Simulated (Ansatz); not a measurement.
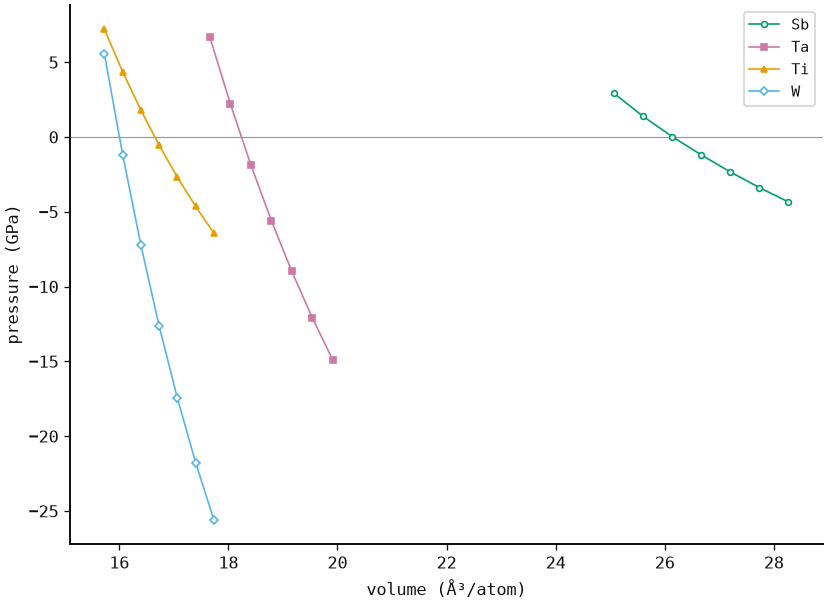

The figure shows the pressure against volume, with one curve for each element, for Sb, Ta, Ti and W (all in space group Fm-3m (No. 225)).

Calculation (Ansatz 0.2.0): all-electron LAPW DFT, no spin polarisation; energies at scaled volumes of the given cell, shape and fractions fixed, counted from the fit's minimum, third-order Birch-Murnaghan fit. Level: PBEsol.

- occupations: Fermi–Dirac
- smearing width: 0.05 eV
- potentials: all electron LAPW, scalar relativistic

Settings that differ: Sb: k mesh 10×10×10; Ta: k mesh 11×11×11; Ti: k mesh 11×11×11; W: k mesh 11×11×11.

Give the values behind the plot as a table.

Sb:
| volume (Å³/atom) | pressure (GPa) |
| --- | --- |
| 25.07 | 2.93 |
| 25.60 | 1.39 |
| 26.13 | 0.03 |
| 26.67 | −1.19 |
| 27.20 | −2.33 |
| 27.73 | −3.38 |
| 28.27 | −4.34 |

Ta:
| volume (Å³/atom) | pressure (GPa) |
| --- | --- |
| 17.66 | 6.67 |
| 18.04 | 2.22 |
| 18.41 | −1.86 |
| 18.79 | −5.59 |
| 19.16 | −8.99 |
| 19.54 | −12.09 |
| 19.92 | −14.92 |

Ti:
| volume (Å³/atom) | pressure (GPa) |
| --- | --- |
| 15.73 | 7.20 |
| 16.06 | 4.37 |
| 16.40 | 1.80 |
| 16.73 | −0.55 |
| 17.07 | −2.69 |
| 17.40 | −4.64 |
| 17.73 | −6.43 |

W:
| volume (Å³/atom) | pressure (GPa) |
| --- | --- |
| 15.73 | 5.57 |
| 16.06 | −1.17 |
| 16.40 | −7.22 |
| 16.73 | −12.63 |
| 17.07 | −17.46 |
| 17.40 | −21.77 |
| 17.73 | −25.59 |
